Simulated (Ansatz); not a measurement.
Consider MnSi47 (cell with a defect).

The calculation's input:

```
crystal:
  lattice:
    - [-3.8512806405, -6.6706137437, 6.3650226989]
    - [7.7025612811, 1.0e-10, 6.3650226989]
    - [-3.8512806406, 6.6706137436, 6.3650226989]
  atoms:
    - { symbol: Mn, position: [0.5209769799, 0.1876436466, 0.3543103133], spin: 4.0 }
    - { symbol: Si, position: [0.3543103133, 0.0209769799, 0.6876436466] }
    - { symbol: Si, position: [0.6876436466, 0.3543103133, 0.0209769799] }
    - { symbol: Si, position: [0.3543103133, 0.5209769799, 0.1876436466] }
    - { symbol: Si, position: [0.6876436466, 0.8543103133, 0.5209769799] }
    - { symbol: Si, position: [0.8543103133, 0.0209769799, 0.1876436466] }
    - { symbol: Si, position: [0.1876436466, 0.3543103133, 0.5209769799] }
    - { symbol: Si, position: [0.5209769799, 0.6876436466, 0.8543103133] }
    - { symbol: Si, position: [0.0209769799, 0.1876436466, 0.8543103133] }
    - { symbol: Si, position: [0.0209769799, 0.6876436466, 0.3543103133] }
    - { symbol: Si, position: [0.8543103133, 0.5209769799, 0.6876436466] }
    - { symbol: Si, position: [0.1876436466, 0.8543103133, 0.0209769799] }
    - { symbol: Si, position: [0.6876436466, 0.5209769799, 0.3543103133] }
    - { symbol: Si, position: [0.5209769799, 0.3543103133, 0.6876436466] }
    - { symbol: Si, position: [0.8543103133, 0.6876436466, 0.0209769799] }
    - { symbol: Si, position: [0.5209769799, 0.8543103133, 0.1876436466] }
    - { symbol: Si, position: [0.8543103133, 0.1876436466, 0.5209769799] }
    - { symbol: Si, position: [0.0209769799, 0.3543103133, 0.1876436466] }
    - { symbol: Si, position: [0.3543103133, 0.6876436466, 0.5209769799] }
    - { symbol: Si, position: [0.6876436466, 0.0209769799, 0.8543103133] }
    - { symbol: Si, position: [0.1876436466, 0.5209769799, 0.8543103133] }
    - { symbol: Si, position: [0.1876436466, 0.0209769799, 0.3543103133] }
    - { symbol: Si, position: [0.0209769799, 0.8543103133, 0.6876436466] }
    - { symbol: Si, position: [0.3543103133, 0.1876436466, 0.0209769799] }
    - { symbol: Si, position: [0.6456896867, 0.3123563534, 0.4790230201] }
    - { symbol: Si, position: [0.4790230201, 0.1456896867, 0.8123563534] }
    - { symbol: Si, position: [0.8123563534, 0.4790230201, 0.1456896867] }
    - { symbol: Si, position: [0.4790230201, 0.6456896867, 0.3123563534] }
    - { symbol: Si, position: [0.8123563534, 0.9790230201, 0.6456896867] }
    - { symbol: Si, position: [0.9790230201, 0.1456896867, 0.3123563534] }
    - { symbol: Si, position: [0.3123563534, 0.4790230201, 0.6456896867] }
    - { symbol: Si, position: [0.6456896867, 0.8123563534, 0.9790230201] }
    - { symbol: Si, position: [0.1456896867, 0.3123563534, 0.9790230201] }
    - { symbol: Si, position: [0.1456896867, 0.8123563534, 0.4790230201] }
    - { symbol: Si, position: [0.9790230201, 0.6456896867, 0.8123563534] }
    - { symbol: Si, position: [0.3123563534, 0.9790230201, 0.1456896867] }
    - { symbol: Si, position: [0.8123563534, 0.6456896867, 0.4790230201] }
    - { symbol: Si, position: [0.6456896867, 0.4790230201, 0.8123563534] }
    - { symbol: Si, position: [0.9790230201, 0.8123563534, 0.1456896867] }
    - { symbol: Si, position: [0.6456896867, 0.9790230201, 0.3123563534] }
    - { symbol: Si, position: [0.9790230201, 0.3123563534, 0.6456896867] }
    - { symbol: Si, position: [0.1456896867, 0.4790230201, 0.3123563534] }
    - { symbol: Si, position: [0.4790230201, 0.8123563534, 0.6456896867] }
    - { symbol: Si, position: [0.8123563534, 0.1456896867, 0.9790230201] }
    - { symbol: Si, position: [0.3123563534, 0.6456896867, 0.9790230201] }
    - { symbol: Si, position: [0.3123563534, 0.1456896867, 0.4790230201] }
    - { symbol: Si, position: [0.1456896867, 0.9790230201, 0.8123563534] }
    - { symbol: Si, position: [0.4790230201, 0.3123563534, 0.1456896867] }
  host:
    lattice:
      - [3.8512806406, 0.0, 0.0]
      - [-1.9256403203, 3.3353068718, 0.0]
      - [0.0, 0.0, 6.3650226989]
    atoms:
      - { symbol: Si, position: [0.3333333333, 0.6666666667, 0.0629309398] }
      - { symbol: Si, position: [0.6666666667, 0.3333333333, 0.5629309398] }
      - { symbol: Si, position: [0.3333333333, 0.6666666667, 0.4370690602] }
      - { symbol: Si, position: [0.6666666667, 0.3333333333, 0.9370690602] }
basis:
  ecutwfc: 420
  xc_grid: 2
kpoints:
  mp_grid: { grid: [2, 2, 2], shift: [0.5, 0.5, 0.5] }
hamiltonian:
  xc: pbe
scf:
  occupations: { method: gaussian, width: 0.02 }
output:
  forces: true
  stress: false
  eigenvalues: true
  populations: true
  charged_corrections:
    defect_position: [0.52097698, 0.18764365, 0.35431031]
    epsilon: [[12.6179, 0.0, 0.0], [0.0, 12.6179, 0.0], [0.0, 0.0, 13.7067]]
  write_density: true
  write_potential: true
  elf: true
  volumetric_format: npy
magnetization:
  spin_polarized: true
relax:
  adjacent_minimum: "off"
  f_tol: 0.025
  max_steps: 45
```

Launched as:

```sh
ansatz run input.yaml --threads 4 --pin off --max-ram 10240MiB --backend cpu --events-out ev --progress --plain --runs-dir out
```

The fields are those of the relaxed geometry.

Spin-polarised.

All numbers below come from DFT PBE, scalar-relativistic, plane waves, PAW (Ansatz).

Predict the valence pseudo-density, electron localisation function and spin density between the atoms.

Answer. Si–Si (2.38 Å): ρ at the midpoint is about 0.55 e/Å³; the ELF peaks at about 0.95 between the atoms, as expected for localised, covalent bonding.
The spin density sits on Mn: +2.9 μB in one cell of 48 atoms, with smaller moments on Si (up to −0.06 μB): a single local moment. The cell of the calculation (48 atoms) carries 3.0 μB of net spin moment.

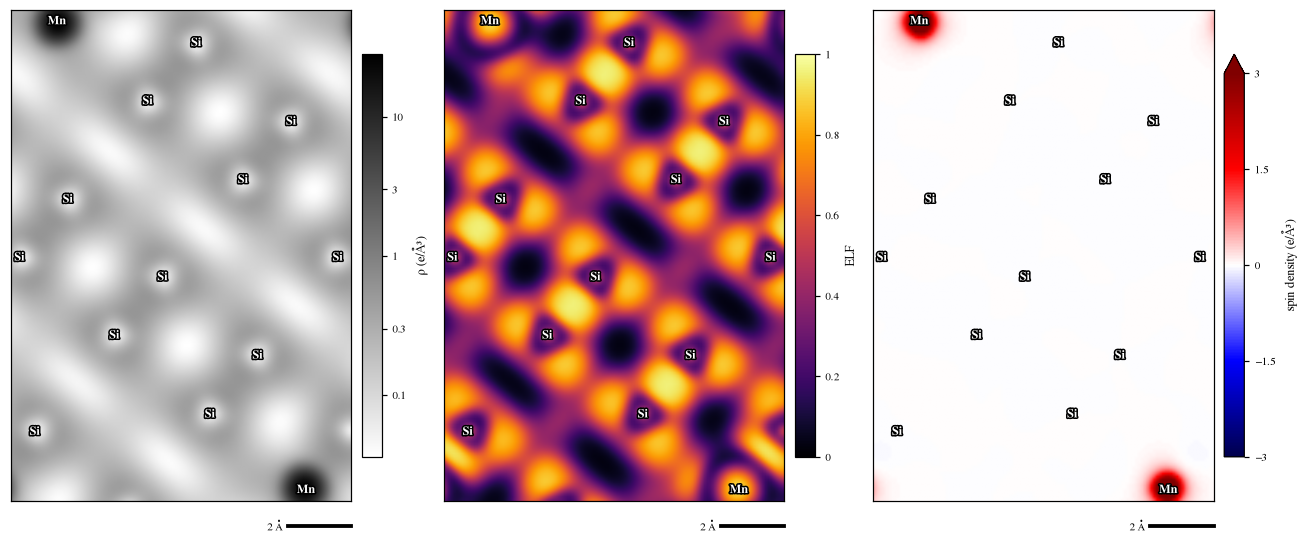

Computed valence pseudo-density, electron localisation function and spin density on the (011̄) plane of the calculation cell, in this order. 

Core electrons are frozen (PAW), and the valence fields are smoothed inside the atomic spheres.
